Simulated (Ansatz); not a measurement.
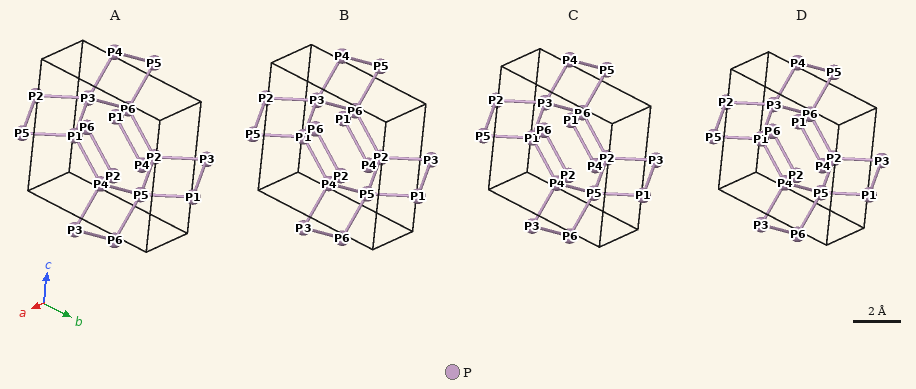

4 geometries from one relaxation of solid P (a generated structure, set up in Im-3m) (coarse preliminary run), in shuffled order. The picture is a ball-and-stick view of the cell of the calculation, seen slightly off an axis.

All numbers below come from Ansatz 0.2.0, DFT PBE, scalar-relativistic, plane waves, PAW. (plane-wave cutoff 420 eV; k-point mesh 4 × 4 × 4; occupations gaussian; smearing width 0.1 eV; no spin polarisation; cell and atoms relaxed; force threshold 0.04 eV/Å; at most 70 steps)

### Order the frames from highest to lowest energy.

D, C, B, A. They are steps 0, 1, 2, 5, at +231 meV per atom, +130 meV per atom, +37.6 meV per atom relative to the last. Over 4 accepted moves (5 points after the start) the energy falls by 231 meV per atom. All forces vanish by symmetry, so only the cell relaxes. The pressure goes from 14.84 to 0.21 GPa. The SCF was repeated once at an unchanged geometry on a basis and grid sized afresh for the cell, which shifted the energy by 6.6 meV per atom at most. No atom moves by more than 0.005 Å relative to the cell. The drawn cell changes as follows: a = b = c 5.242 → 5.746 Å (+9.6 %); the volume changes by +31.7 %. Near-neighbour distances that change, for instance: P1–P3 2.140 → 2.346 Å. The space group stays Im-3m (No. 229).
